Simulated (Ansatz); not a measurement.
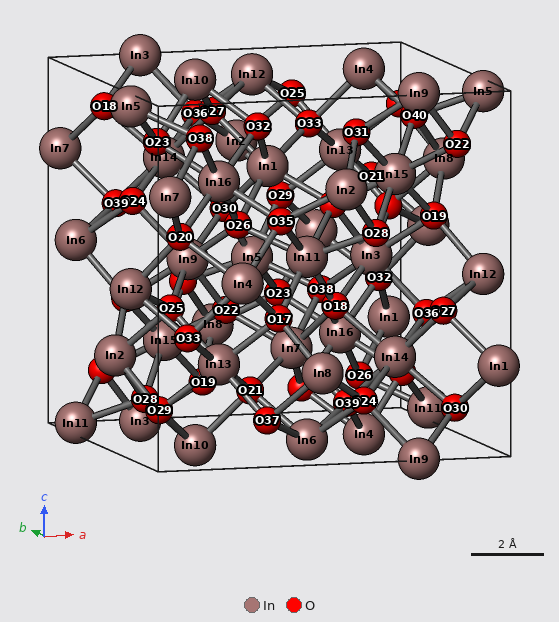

Figure 1. The input geometry of run 1 (ball-and-stick view of the cell 2 times as large as that of the calculation, set on its symmetry axes, seen slightly off an axis; atoms are numbered from 1 in the order of the input). Near neighbours in the crystal (not all of them lie inside the picture): In has 6 O at 2.16 to 2.25 Å; O has 4 In at 2.16 to 2.25 Å.

**What a change does: band-structure calculation on In₂O₃**

System: In₂O₃ (Ia-3, 40 atoms in the cell).
Method of run 1: DFT PBE, scalar-relativistic, plane waves, PAW, PAW set soft_1, no spin polarisation (Ansatz 0.2.0).

The structure derives from an entry of the Crystallography Open Database. Text and figures count atoms from 1; the logs count them from 0 in places.

**Input, run 1**
```yaml
crystal:
  lattice:
    - [-5.1444601638, 5.1444601638, 5.1444601638]
    - [5.1444601638, -5.1444601638, 5.1444601638]
    - [5.1444601638, 5.1444601638, -5.1444601638]
  atoms:
    - { symbol: In, position: [0.25, 0.2161730453, 0.9661730453] }
    - { symbol: In, position: [0.75, 0.2838269547, 0.5338269547] }
    - { symbol: In, position: [0.9661730453, 0.25, 0.2161730453] }
    - { symbol: In, position: [0.5338269547, 0.75, 0.2838269547] }
    - { symbol: In, position: [0.2161730453, 0.9661730453, 0.25] }
    - { symbol: In, position: [0.2838269547, 0.5338269547, 0.75] }
    - { symbol: In, position: [0.75, 0.7838269547, 0.0338269547] }
    - { symbol: In, position: [0.25, 0.7161730453, 0.4661730453] }
    - { symbol: In, position: [0.0338269547, 0.75, 0.7838269547] }
    - { symbol: In, position: [0.4661730453, 0.25, 0.7161730453] }
    - { symbol: In, position: [0.7838269547, 0.0338269547, 0.75] }
    - { symbol: In, position: [0.7161730453, 0.4661730453, 0.25] }
    - { symbol: In, position: [0.5, 0.5, 0.5] }
    - { symbol: In, position: [0.5, 0.0, 0.0] }
    - { symbol: In, position: [0.0, 0.5, 0.0] }
    - { symbol: In, position: [0.0, 0.0, 0.5] }
    - { symbol: O, position: [0.5368797685, 0.7721189179, 0.5441936117] }
    - { symbol: O, position: [0.7279253062, 0.9926861568, 0.9558063883] }
    - { symbol: O, position: [0.9631202315, 0.5073138432, 0.2352391494] }
    - { symbol: O, position: [0.7720746938, 0.7278810821, 0.2647608506] }
    - { symbol: O, position: [0.5441936117, 0.5368797685, 0.7721189179] }
    - { symbol: O, position: [0.9558063883, 0.7279253062, 0.9926861568] }
    - { symbol: O, position: [0.2352391494, 0.9631202315, 0.5073138432] }
    - { symbol: O, position: [0.2647608506, 0.7720746938, 0.7278810821] }
    - { symbol: O, position: [0.7721189179, 0.5441936117, 0.5368797685] }
    - { symbol: O, position: [0.9926861568, 0.9558063883, 0.7279253062] }
    - { symbol: O, position: [0.5073138432, 0.2352391494, 0.9631202315] }
    - { symbol: O, position: [0.7278810821, 0.2647608506, 0.7720746938] }
    - { symbol: O, position: [0.4631202315, 0.2278810821, 0.4558063883] }
    - { symbol: O, position: [0.2720746938, 0.0073138432, 0.0441936117] }
    - { symbol: O, position: [0.0368797685, 0.4926861568, 0.7647608506] }
    - { symbol: O, position: [0.2279253062, 0.2721189179, 0.7352391494] }
    - { symbol: O, position: [0.4558063883, 0.4631202315, 0.2278810821] }
    - { symbol: O, position: [0.0441936117, 0.2720746938, 0.0073138432] }
    - { symbol: O, position: [0.7647608506, 0.0368797685, 0.4926861568] }
    - { symbol: O, position: [0.7352391494, 0.2279253062, 0.2721189179] }
    - { symbol: O, position: [0.2278810821, 0.4558063883, 0.4631202315] }
    - { symbol: O, position: [0.0073138432, 0.0441936117, 0.2720746938] }
    - { symbol: O, position: [0.4926861568, 0.7647608506, 0.0368797685] }
    - { symbol: O, position: [0.2721189179, 0.7352391494, 0.2279253062] }
basis:
  ecutwfc: 420
kpoints:
  mp_grid: { grid: [4, 4, 4] }
  band_path:
    path:
      - [[0.0, 0.0, 0.0], [0.5, -0.5, 0.5], [0.0, 0.0, 0.5], [0.0, 0.0, 0.0], [0.25, 0.25, 0.25], [0.5, -0.5, 0.5]]
      - [[0.25, 0.25, 0.25], [0.0, 0.0, 0.5]]
    npoints: 10
hamiltonian:
  xc: pbe
  pseudopotentials: { azcp: { folder: soft_1 } }
scf:
  occupations: { method: gaussian, width: 0.02 }
  n_extra_bands: 100
output:
  forces: true
  stress: true
  eigenvalues: true
  populations: true
  dos: { projected: true, de: 0.02, nscf_kmesh: { grid: [6, 6, 6] } }
  bader: false
  write_density: true
  write_potential: true
  elf: true
  volumetric_format: npy
```

Command:
```bash
ansatz run input.yaml --threads 8 --pin off --max-ram 22528MiB --backend cpu --events-out ev --progress --plain --runs-dir out
```

Hardware: 8 threads of Intel Xeon Gold (Sapphire Rapids), 64 GiB of memory available, shared host.

**Output, shortened to warnings, some set-up lines, iterations and results (run 1)**
```
Basis set: ecut = 420 eV, 10641 PW (Γ), exchange–correlation on 120×120×120 points (8 copies of the dense FFT grid, shifted against one another)
Symmetry: 24 space group operations
k-points: 8 of 64
Initial density: superposition of atomic densities (chi_scale 0.1, normalization cell, long waves kept (reshape's long-wave potential 0.01 eV rms))
[...]
SCF iter   1: F=—  HF=-103192.679599 eV  |F-HF|=—  |Δ(HF+E_count)|=         —  Δρ=6.28e-2  dr2=1.64e1  ethr=3.10e-3  ⟨swp⟩=5.9  Hψ=9207  notcnv=0  defer=285
SCF iter   2: F=—  HF=-103189.289131 eV  |F-HF|=—  |Δ(HF+E_count)|=    3.39e0  Δρ=3.07e-2  dr2=4.77e0  ethr=3.10e-3  ⟨swp⟩=2.9  Hψ=3237  notcnv=0  defer=761
SCF iter   3: F=—  HF=-103188.204815 eV  |F-HF|=—  |Δ(HF+E_count)|=    1.08e0  Δρ=5.16e-3  dr2=1.89e-1  ethr=1.36e-3  ⟨swp⟩=2.2  Hψ=2266  notcnv=0  defer=761
SCF iter   4: F=—  HF=-103188.228228 eV  |F-HF|=—  |Δ(HF+E_count)|=   2.34e-2  Δρ=1.37e-3  dr2=1.38e-2  ethr=5.38e-5  ⟨swp⟩=2.9  Hψ=2857  notcnv=0  defer=761
SCF iter   5: F=—  HF=-103188.243438 eV  |F-HF|=—  |Δ(HF+E_count)|=   1.52e-2  Δρ=2.13e-4  dr2=2.82e-4  ethr=3.91e-6  ⟨swp⟩=2.0  Hψ=2891  notcnv=0  defer=761
SCF iter   6: F=—  HF=-103188.244220 eV  |F-HF|=—  |Δ(HF+E_count)|=   7.82e-4  Δρ=3.85e-5  dr2=8.52e-6  ethr=8.02e-8  ⟨swp⟩=2.0  Hψ=2855  notcnv=0  defer=761
SCF iter   7: F=—  HF=-103188.243322 eV  |F-HF|=—  |Δ(HF+E_count)|=   8.98e-4  Δρ=1.09e-5  dr2=5.28e-7  ethr=2.42e-9  ⟨swp⟩=2.0  Hψ=3613  notcnv=0  defer=761
SCF iter   8: F=-103188.243322 eV  HF=-103188.243322 eV  |F-HF|=7.69e-8  |Δ(HF+E_count)|=   2.55e-7  Δρ=2.63e-6  dr2=5.15e-8  ethr=2.84e-11  ⟨swp⟩=16.6  Hψ=18533  notcnv=0
SCF 1 converged in 8 iterations: F = -103188.243322 eV  dr2 = 5.15e-8
NSCF: frozen V_eff on 62 k-points
NSCF: frozen V_eff on 18 k-points
SCF converged after 8 iterations
Free energy (F): -103188.243322 eV
Harris-Foulkes:  -103188.243322 eV  (|F-HF|=7.69e-8)
Internal energy: -103188.243322 eV  (E = F + TS)
E sigma→0 (E₀):  -103188.243322 eV
Fermi energy:    8.574466 eV
--- Per-component energies (eV) ---
  E_band       = -174.006842
  E_kinetic    = 7554.022421
  E_local      = -23933.975577  (includes V_loc(G=0)·N_el)
  E_nonlocal   = 6529.224536
  E_hartree    = 9415.665836
  E_xc         = -3970.264273
  E_vxc        = -3584.098822  (∫ρ·V_xc dr)
  E_paw        = -71325.636729  (= ΣΔE_a)
  E_vpaw       = -5570.535450  (= ΣTr[D̂ρ^β])
  E_aug_tail   = 0.019857  (compensation charges beyond the density's cutoff)
  E_ewald      = -27457.299392
  E_smearing   = -0.000000  (= −TS)
  E_closure    = 0.000000  (closes the sum)
  Σ components = -103188.243322   (vs F -103188.243322, Δ=0.00e0)
--- Forces (eV/Å), atoms counted from 1 ---
  atom   1  In    -0.00239467     0.00000000    -0.00000000
  atom   2  In     0.00239467     0.00000000    -0.00000000
  atom   3  In     0.00000000    -0.00239467     0.00000000
  atom   4  In    -0.00000000     0.00239467    -0.00000000
  atom   5  In    -0.00000000    -0.00000000    -0.00239467
  atom   6  In    -0.00000000     0.00000000     0.00239467
  atom   7  In     0.00239467     0.00000000     0.00000000
  atom   8  In    -0.00239467     0.00000000     0.00000000
  atom   9  In    -0.00000000     0.00239467     0.00000000
  atom  10  In     0.00000000    -0.00239467    -0.00000000
  atom  11  In     0.00000000    -0.00000000     0.00239467
  atom  12  In    -0.00000000    -0.00000000    -0.00239467
  atom  13  In     0.00000000    -0.00000000     0.00000000
  atom  14  In     0.00000000    -0.00000000    -0.00000000
  atom  15  In     0.00000000    -0.00000000    -0.00000000
  atom  16  In     0.00000000    -0.00000000     0.00000000
  atom  17  O     -0.00084314     0.00244496     0.00157307
  atom  18  O      0.00084314    -0.00244496     0.00157307
  atom  19  O     -0.00084314    -0.00244496    -0.00157307
  atom  20  O      0.00084314     0.00244496    -0.00157307
  atom  21  O      0.00157307    -0.00084314     0.00244496
  atom  22  O      0.00157307     0.00084314    -0.00244496
  atom  23  O     -0.00157307    -0.00084314    -0.00244496
  atom  24  O     -0.00157307     0.00084314     0.00244496
  atom  25  O      0.00244496     0.00157307    -0.00084314
  atom  26  O     -0.00244496     0.00157307     0.00084314
  atom  27  O     -0.00244496    -0.00157307    -0.00084314
  atom  28  O      0.00244496    -0.00157307     0.00084314
  atom  29  O      0.00084314    -0.00244496    -0.00157307
[...]
```

The input of run 2 differs as follows (lines with − go, lines with + come):
```diff
-  ecutwfc: 420
+  ecutwfc: 500
-  xc: pbe
+  xc: r2scan
-  write_density: true
-  write_potential: true
-  elf: true
-  volumetric_format: npy
```

What does this change do to the results?

The total energies belong to different methods, so their difference says nothing on which is more stable or more accurate. The gap on the mesh goes from 0.94 to 1.44 eV. The pressure goes from −0.02 to −6.00 GPa. The largest force goes from 0.003 to 0.058 eV/Å. The functional changes from PBE to r2SCAN. The number of SCF iterations is the same. The plane waves at Γ go from 10641 to 13811.

**Output, shortened to warnings, some set-up lines, iterations and results (run 2)**
```
Basis set: ecut = 500 eV, 13811 PW (Γ), exchange–correlation on 288×288×288 points (64 copies of the dense FFT grid, shifted against one another)
Symmetry: 24 space group operations
k-points: 8 of 64
Initial density: superposition of atomic densities (chi_scale 0.1, normalization cell, long waves kept (reshape's long-wave potential 0.01 eV rms))
[...]
SCF iter   1: F=—  HF=-103450.442820 eV  |F-HF|=—  |Δ(HF+E_count)|=         —  Δρ=7.01e-2  dr2=2.04e1  dr2_τ=1.68e0  ethr=3.10e-3  ⟨swp⟩=5.8  Hψ=9332  notcnv=0  defer=325
SCF iter   2: F=—  HF=-103447.499946 eV  |F-HF|=—  |Δ(HF+E_count)|=    2.94e0  Δρ=3.56e-2  dr2=4.66e0  dr2_τ=2.52e-1  ethr=3.10e-3  ⟨swp⟩=3.0  Hψ=3991  notcnv=0  defer=761
SCF iter   3: F=—  HF=-103447.283769 eV  |F-HF|=—  |Δ(HF+E_count)|=   2.16e-1  Δρ=8.20e-3  dr2=4.80e-1  dr2_τ=4.31e-2  ethr=1.32e-3  ⟨swp⟩=3.0  Hψ=2702  notcnv=0  defer=761
SCF iter   4: F=—  HF=-103447.219362 eV  |F-HF|=—  |Δ(HF+E_count)|=   6.44e-2  Δρ=3.57e-3  dr2=4.65e-2  dr2_τ=6.55e-3  ethr=1.36e-4  ⟨swp⟩=2.0  Hψ=2888  notcnv=0  defer=761
SCF iter   5: F=—  HF=-103447.221575 eV  |F-HF|=—  |Δ(HF+E_count)|=   2.21e-3  Δρ=8.73e-4  dr2=3.91e-3  dr2_τ=1.49e-4  ethr=1.32e-5  ⟨swp⟩=2.0  Hψ=2062  notcnv=0  defer=761
SCF iter   6: F=—  HF=-103447.222917 eV  |F-HF|=—  |Δ(HF+E_count)|=   1.34e-3  Δρ=1.26e-4  dr2=8.56e-5  dr2_τ=6.22e-6  ethr=1.11e-6  ⟨swp⟩=2.9  Hψ=2890  notcnv=0  defer=761
SCF iter   7: F=—  HF=-103447.223391 eV  |F-HF|=—  |Δ(HF+E_count)|=   4.75e-4  Δρ=2.30e-5  dr2=2.78e-6  dr2_τ=1.36e-7  ethr=2.43e-8  ⟨swp⟩=2.1  Hψ=2888  notcnv=0  defer=761
SCF iter   8: F=-103447.223392 eV  HF=-103447.223392 eV  |F-HF|=1.98e-9  |Δ(HF+E_count)|=   6.36e-7  Δρ=2.65e-6  dr2=3.69e-8  dr2_τ=1.78e-9  ethr=2.84e-11  ⟨swp⟩=12.1  …
SCF 1 converged in 8 iterations: F = -103447.223392 eV  dr2 = 3.69e-8
NSCF: frozen V_eff on 62 k-points
NSCF: frozen V_eff on 18 k-points
SCF converged after 8 iterations
Free energy (F): -103447.223392 eV
Harris-Foulkes:  -103447.223392 eV  (|F-HF|=1.98e-9)
Internal energy: -103447.223392 eV  (E = F + TS)
E sigma→0 (E₀):  -103447.223392 eV
Fermi energy:    8.452863 eV
--- Per-component energies (eV) ---
  E_band       = -408.733176
  E_kinetic    = 7572.548168
  E_local      = -23988.723772  (includes V_loc(G=0)·N_el)
  E_nonlocal   = 6524.749628
  E_hartree    = 9461.368768
  E_xc         = -3771.984316
  E_vxc        = -3912.120110  (∫ρ·V_xc dr)
  E_paw        = -71802.571537  (= ΣΔE_a)
  E_vpaw       = -5781.297655  (= ΣTr[D̂ρ^β])
  E_aug_tail   = 0.006856  (compensation charges beyond the density's cutoff)
  E_vtau       = 253.355434  (kinetic-family band-sum trace: ∫τ·v_τ [+ j·A + Jᵃ·Aᵃ] dr)
  E_ewald      = -27457.299392
  E_core_change = 14.682206  (= ΣΔE_core)
  E_smearing   = -0.000000  (= −TS)
  E_closure    = 0.000000  (closes the sum)
  Σ components = -103447.223392   (vs F -103447.223392, Δ=0.00e0)
--- Forces (eV/Å), atoms counted from 1 ---
  atom   1  In    -0.02098040     0.00000000    -0.00000000
  atom   2  In     0.02098040    -0.00000000    -0.00000000
  atom   3  In     0.00000000    -0.02098040    -0.00000000
  atom   4  In    -0.00000000     0.02098040    -0.00000000
  atom   5  In     0.00000000    -0.00000000    -0.02098040
  atom   6  In     0.00000000     0.00000000     0.02098040
  atom   7  In     0.02098040     0.00000000     0.00000000
  atom   8  In    -0.02098040    -0.00000000     0.00000000
  atom   9  In    -0.00000000     0.02098040     0.00000000
  atom  10  In     0.00000000    -0.02098040     0.00000000
  atom  11  In    -0.00000000    -0.00000000     0.02098040
  atom  12  In     0.00000000     0.00000000    -0.02098040
  atom  13  In     0.00000000    -0.00000000     0.00000000
  atom  14  In     0.00000000    -0.00000000    -0.00000000
  atom  15  In     0.00000000    -0.00000000    -0.00000000
  atom  16  In     0.00000000    -0.00000000     0.00000000
  atom  17  O     -0.04713971    -0.02580795     0.02063952
  atom  18  O      0.04713971     0.02580795     0.02063952
  atom  19  O     -0.04713971     0.02580795    -0.02063952
  atom  20  O      0.04713971    -0.02580795    -0.02063952
  atom  21  O      0.02063952    -0.04713971    -0.02580795
  atom  22  O      0.02063952     0.04713971     0.02580795
  atom  23  O     -0.02063952    -0.04713971     0.02580795
  atom  24  O     -0.02063952     0.04713971    -0.02580795
  atom  25  O     -0.02580795     0.02063952    -0.04713971
  atom  26  O      0.02580795     0.02063952     0.04713971
  atom  27  O      0.02580795    -0.02063952    -0.04713971
[...]
```

**The two runs side by side**

| quantity | run 1 | run 2 |
| --- | --- | --- |
| outcome | converged | converged |
| free energy per atom (eV) | −2579.7061 | −2586.1806 |
| gap on the mesh (eV) | 0.94 | 1.44 |
| pressure (GPa) | −0.02 | −6.00 |
| largest force (eV/Å) | 0.003 | 0.058 |
| SCF iterations | 8 | 8 |
| irreducible k-points | 8 | 8 |
| plane waves at Γ | 10641 | 13811 |
| wall time (shared host) | 57 s | 77 s |

For run 2: The cell is under a tension of 6.0 GPa at this level, so it is not at its equilibrium volume.
